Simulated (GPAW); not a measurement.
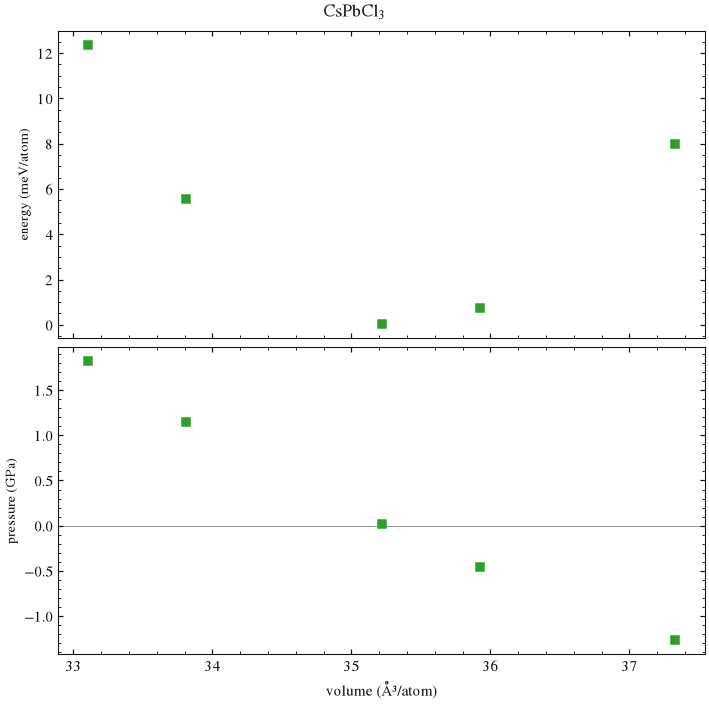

The picture above shows the energy and pressure against volume for CsPbCl₃, space group Pm-3m (No. 221).

Cell as given: a = 5.605 Å, b = 5.605 Å, c = 5.605 Å, α = 90.00°, β = 90.00°, γ = 90.00°; 5 atoms.

Computed with GPAW 26.7.0: PAW DFT in plane waves, on a grid or in atomic orbitals, no spin polarisation; energies at scaled volumes of the given cell, shape and fractions fixed, counted from the fit's minimum, third-order Birch-Murnaghan fit. Level: PBEsol.

- k mesh: 5×5×5
- occupations: Fermi–Dirac
- smearing width: 0.05 eV
- potentials: PAW data sets made by gpaw setup for the functional
- wave cutoff: 600 eV
- program settings: basis pw

The points at volume 34.51 Å³/atom and 36.63 Å³/atom are left out of the plot. What values does the calculation give there?

```
volume (Å³/atom)  energy (meV/atom)  pressure (GPa)
           34.51               1.53            0.55
           36.63               3.51           -0.89
```

Caveats: spin-orbit coupling left out, heavy elements.
